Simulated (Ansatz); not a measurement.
**Ge (slab): density, localisation and related maps**

Input file:

```
crystal:
  lattice:
    - [8.0601468099, 0.0, 0.0]
    - [0.0, 5.6993844666, 0.0]
    - [0.0, 0.0, 22.0451101074]
  atoms:
    - { symbol: Ge, position: [0.25, 0.0, 0.3628922678] }
    - { symbol: Ge, position: [0.75, 0.0, 0.3628922678] }
    - { symbol: Ge, position: [0.5, 0.25, 0.3628922678] }
    - { symbol: Ge, position: [0.0, 0.25, 0.3628922678] }
    - { symbol: Ge, position: [0.5, 0.5, 0.4542974226] }
    - { symbol: Ge, position: [0.0, 0.5, 0.4542974226] }
    - { symbol: Ge, position: [0.75, 0.75, 0.4542974226] }
    - { symbol: Ge, position: [0.25, 0.75, 0.4542974226] }
    - { symbol: Ge, position: [0.75, 0.0, 0.5457025774] }
    - { symbol: Ge, position: [0.25, 0.0, 0.5457025774] }
    - { symbol: Ge, position: [0.0, 0.25, 0.5457025774] }
    - { symbol: Ge, position: [0.5, 0.25, 0.5457025774] }
    - { symbol: Ge, position: [0.0, 0.5, 0.6371077322] }
    - { symbol: Ge, position: [0.5, 0.5, 0.6371077322] }
    - { symbol: Ge, position: [0.25, 0.75, 0.6371077322] }
    - { symbol: Ge, position: [0.75, 0.75, 0.6371077322] }
basis:
  ecutwfc: 420
kpoints:
  mp_grid: { grid: [3, 4, 1] }
hamiltonian:
  xc: pbe
  dispersion: d3bj
scf:
  occupations: { method: gaussian, width: 0.1 }
output:
  forces: true
  eigenvalues: true
  write_density: true
  write_potential: true
  elf: true
  volumetric_format: npy
relax:
  adjacent_minimum: "off"
  f_tol: 0.03
  max_steps: 70
  constraints: [{ sites: [0, 1, 2, 3, 4, 5, 6, 7] }]
efield:
  axis: 3
  dipole_correction: true
  ramp_width: 0.04
```

Launched as:

```sh
ansatz run input.yaml --threads 4 --pin off --max-ram 12288MiB --backend cpu --events-out ev --progress --plain --runs-dir out
```

The fields are those of the relaxed geometry.

Computed with DFT PBE+D3(BJ), scalar-relativistic, plane waves, PAW (Ansatz).

In a PAW calculation such maps are meaningful between the atoms, not at the nuclei.

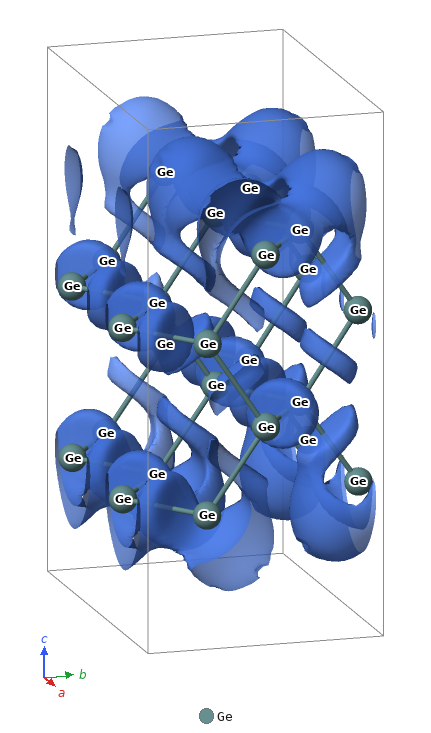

Figure 1. Isosurface of the ELF at 0.55 (blue), seen slightly off an axis. Only the valence region is drawn (cores and ρ < 0.01 e/Å³ removed). Sticks mark near contacts.

**What do the ELF domains correspond to?**

The surface consists of twelve regions between bonded Ge–Ge atoms and channels that run through the cell in one direction, counted in one cell of 16 atoms. Counts are for one cell; the picture repeats the cell along the surface.


Ge–Ge (2.47 Å): the ELF peaks at about 0.70 between the atoms. Ge–Ge (2.52 Å): the ELF peaks at about 0.70 between the atoms.

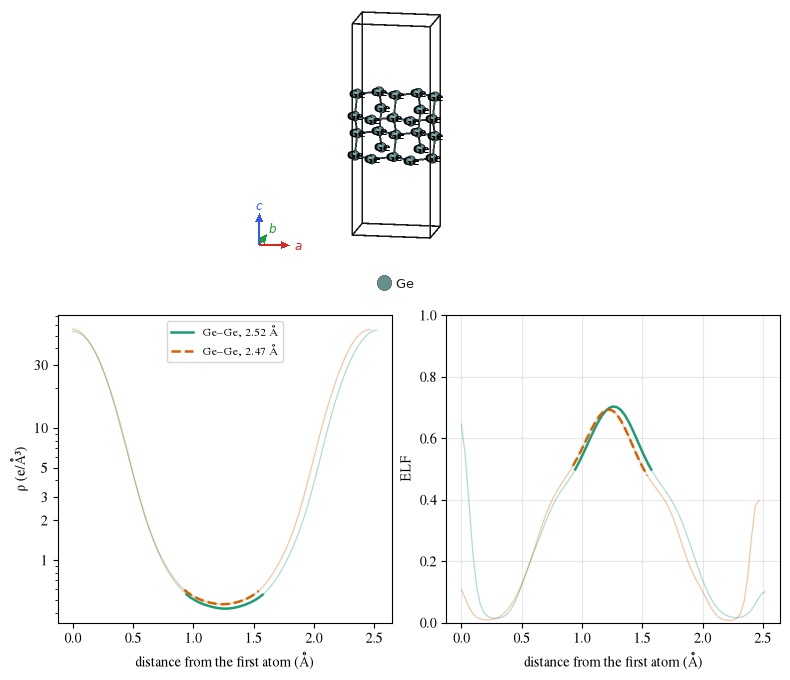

Figure 2. Valence electron density and ELF along straight lines between neighbouring atoms. Thin, pale parts lie inside the atomic spheres. The structure is drawn too.

**What can be read from the curves?**

Ge–Ge (2.52 Å): ρ is about 0.43 e/Å³ halfway; the ELF peaks at about 0.70 between the atoms.
Ge–Ge (2.47 Å): ρ at the midpoint is about 0.46 e/Å³; the ELF peaks at about 0.70 between the atoms.

**Does the calculation give a band gap?**

It is metallic or semimetallic at this level of theory: no gap opens.
